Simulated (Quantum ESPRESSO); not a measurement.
# AlN (F-43m): from Born charge to LO-TO splitting

Wanted: the LO mode of AlN (F-43m) from the TO mode and the field response.

Method: DFT LDA, scalar-relativistic, plane waves, PseudoDojo norm-conserving pseudopotentials, in Quantum ESPRESSO 8.0 development, patched.

### Step 1. The relaxed structure

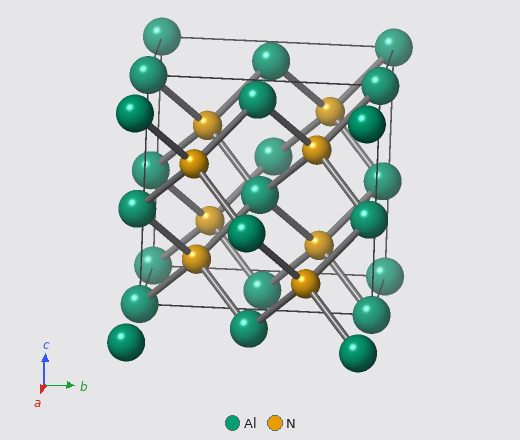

Start, viewed slightly off an axis; aluminium teal, nitrogen orange. 2×1×1 cells are drawn. This picture shows the conventional cell, with its axes. Bonds to atoms that aren't drawn are left out. Some periodic images of atoms are drawn too.

This is the cell after its relaxation at this level of theory, not the database cell from which that began.

### Step 2. What the response run gave

A linear-response run on the relaxed cell, with the response to an electric field; only its zone-centre results are used. Cutoff 84 Ry, k mesh 8×8×8.

The log of the run:

```text
[banners, grids, parts of the stress and lines that vanish by symmetry left out]
Program PHONON v.8.0dev
     Dynamical matrices for q-points given in input
     (   1q-points):
[...]
Exchange-correlation= PW
                           (   1   4   0   0   0   0   0)
[...]
kinetic-energy cut-off    =      84.0000  Ry
     charge density cut-off    =     336.0000  Ry
     convergence threshold     =      1.0E-18
[...]
Exchange-correlation= PW
                           (   1   4   0   0   0   0   0)
[...]
q = (   0.0000000   0.0000000   0.0000000 )
     25 Sym.Ops. (with q -> -q+G )
     G cutoff =  570.6307  (  14211 G-vectors)     FFT grid: ( 36, 36, 36)
     number of k points=    29
[...]
Mode symmetry, T_d (-43m)  point group:
[...]
Dielectric constant
[...]
End of electric fields calculation
          Dielectric constant in cartesian axis
          (       4.503799573      -0.000000000      -0.000000000 )
          (      -0.000000000       4.503799573      -0.000000000 )
          (       0.000000000       0.000000000       4.503799573 )
          Effective charges (d Force / dE) in cartesian axis without acoustic sum rule applied (asr)
           atom    1  Al    Mean Z*:        2.52806
      Ex  (        2.52806        0.00000        0.00000 )
      Ey  (        0.00000        2.52806       -0.00000 )
      Ez  (        0.00000       -0.00000        2.52806 )
           atom    2  N     Mean Z*:       -2.53189
      Ex  (       -2.53189       -0.00000       -0.00000 )
      Ey  (       -0.00000       -2.53189       -0.00000 )
      Ez  (       -0.00000       -0.00000       -2.53189 )
          Effective charges Sum: Mean:       -0.00384
[...]
Effective charges (d Force / dE) in cartesian axis with asr applied:
           atom    1  Al    Mean Z*:        2.52998
[...]
atom    2  N     Mean Z*:       -2.52998
[...]
Dielectric constant from finite-differences
          (       4.503548096       0.000000000      -0.000000000 )
          (       0.000000000       4.503548096       0.000000000 )
          (      -0.000000000       0.000000000       4.503548096 )
[...]
(      -0.000000000      -0.000000000       0.000000000 )
          (      -0.000000000      -0.000000000      -0.453933127 )
          (       0.000000000      -0.453933127       0.000000000 )
          (      -0.000000000      -0.000000000      -0.453933127 )
          (      -0.000000000      -0.000000000      -0.000000000 )
          (      -0.453933127      -0.000000000       0.000000000 )
          (       0.000000000      -0.453933127       0.000000000 )
          (      -0.453933127      -0.000000000      -0.000000000 )
[...]
(      -0.000000000       0.000000000      -0.000000000 )
          (       0.495686422       0.000000000       0.000000000 )
          (      -0.000000000       0.495686422       0.000000000 )
          (       0.495686422      -0.000000000      -0.000000000 )
          (      -0.000000000      -0.000000000       0.000000000 )
[...]
Representation #   1 modes #   1   2   3
[...]
End of self-consistent calculation
     Convergence has been achieved
     Representation #   2 modes #   4   5   6
[...]
End of self-consistent calculation
     Convergence has been achieved
[...]
Dielectric constant in cartesian axis
          (       4.503799573      -0.000000000      -0.000000000 )
          (      -0.000000000       4.503799573      -0.000000000 )
          (       0.000000000       0.000000000       4.503799573 )
          Effective charges (d Force / dE) in cartesian axis without acoustic sum rule applied (asr)
           atom    1  Al    Mean Z*:        2.52806
      Ex  (        2.52806        0.00000        0.00000 )
      Ey  (        0.00000        2.52806       -0.00000 )
      Ez  (        0.00000       -0.00000        2.52806 )
           atom    2  N     Mean Z*:       -2.53189
      Ex  (       -2.53189       -0.00000       -0.00000 )
      Ey  (       -0.00000       -2.53189       -0.00000 )
      Ez  (       -0.00000       -0.00000       -2.53189 )
          Effective charges Sum: Mean:       -0.00384
[...]
Effective charges (d Force / dE) in cartesian axis with asr applied:
           atom    1  Al    Mean Z*:        2.52998
[...]
atom    2  N     Mean Z*:       -2.52998
[...]
q = (    0.000000000   0.000000000   0.000000000 )
[...]
freq (    1) =      -0.057213 [THz] =      -1.908434 [cm-1]
     freq (    2) =      -0.057213 [THz] =      -1.908434 [cm-1]
     freq (    3) =      -0.057213 [THz] =      -1.908434 [cm-1]
     freq (    4) =      20.070939 [THz] =     669.494477 [cm-1]
     freq (    5) =      20.070939 [THz] =     669.494477 [cm-1]
     freq (    6) =      20.070939 [THz] =     669.494477 [cm-1]
[...]
Mode symmetry, T_d (-43m)  point group:
     freq (   1-   3) =         -1.9  [cm-1]   --> T_2  G_15 P_4   I+R
     freq (   4-   6) =        669.5  [cm-1]   --> T_2  G_15 P_4   I+R

   JOB DONE.
```

```tsv
quantity	value
cell volume Ω (Å³)	20.338
mass of Al (u)	26.982
mass of N (u)	14.007
Born charge of Al, raw (e)	2.528
Born charge of N, raw (e)	-2.532
ε∞	4.504
ω(TO) after the sum rule (cm⁻¹)	669.5
```

### Step 3. The calculation

The charges must sum to zero over the cell; taking off their mean, -0.002 e, leaves Z* = 2.530 e on Al. In the polar mode Al moves against N, so the reduced mass is μ = 26.98 × 14.01 / 40.99 = 9.220 u.

A longitudinal wave builds up a field that adds to the restoring force: ω(LO)² = ω(TO)² + 4π Z*² / (μ Ω ε∞), in Hartree atomic units. With μ = 16808 electron masses and Ω = 137.25 bohr³ the second term is 7.7421e-06 Ha², or 372930 cm⁻² (1 Ha = 219474.6 cm⁻¹).

So ω(LO) = √(448230 + 372930) = 906.2 cm⁻¹, and by the Lyddane-Sachs-Teller relation ε₀ = ε∞ (ω(LO)/ω(TO))² = 8.25.

### Step 4. Check against the program

The analysis program adds the same non-analytic term to the full matrix, here for q along (1 0 0).

The log of the run:

```text
[banner, memory and clock lines left out]
Program DYNMAT v.8.0dev

     Reading Dynamical Matrix from file g.dyn
     ...Force constants read
     ...epsilon and Z* read
     ...Raman cross sections read

     Polarizability (A^3 units)
     multiply by 0.461269 for Clausius-Mossotti correction (not under assume_isolated = 'mt')
         5.670694   -0.000000    0.000000
        -0.000000    5.670694    0.000000
        -0.000000   -0.000000    5.670694

     IR activities are in (D/A)^2/amu units
     Raman activities are in A^4/amu units
     multiply Raman by 0.045271 for Clausius-Mossotti correction (not under assume_isolated = 'mt')

# mode   [cm-1]    [THz]      IR          Raman   depol.fact
    1      0.00    0.0000    0.0000         0.0000    0.7500
    2      0.00    0.0000    0.0000         0.0000    0.7500
    3      0.00    0.0000    0.0000         0.0000    0.7500
    4    669.50   20.0711   16.0159         5.2349    0.7500
    5    669.50   20.0711   16.0159         5.2349    0.7500
    6    906.18   27.1664   16.0159         5.2349    0.7500
```

ε₀ comes from the program's run without a direction of q.

```tsv
quantity	by hand	program
ω(LO) (cm⁻¹)	906.2	906.2
ε₀	8.25	8.25
```

### Step 5. What came out

| Item | Value |
| --- | --- |
| TO mode | 669.5 cm⁻¹ |
| LO mode | 906.2 cm⁻¹ |
| static dielectric constant | 8.251 |

What this shows: The LO mode of AlN (F-43m) lies at 906 cm⁻¹, 237 cm⁻¹ above the TO mode; the formula meets the program within 0.1 cm⁻¹, as it must for a cubic crystal with one polar mode. ω(LO)² − ω(TO)² goes with Z*²/ε∞: an error of 5 % in ε∞ would move the LO mode by 9.9 cm⁻¹, and semilocal functionals tend to overestimate ε∞. These are harmonic values at zero temperature, at the volume of this functional, for the structure held cubic; stability elsewhere in the zone is no part of this calculation.

[Host names and launcher messages were left out of these logs when they were recorded.]

[Logs are printed without paths, hosts, clocks, repeated set-up lines and the standing remarks that a program may print on its own settings, such as how far it seeks lower states.]

[Hosts, paths, dates, database ids (printed as entryN), source tags and the programs' standing remarks are cut or masked in the printed files.]
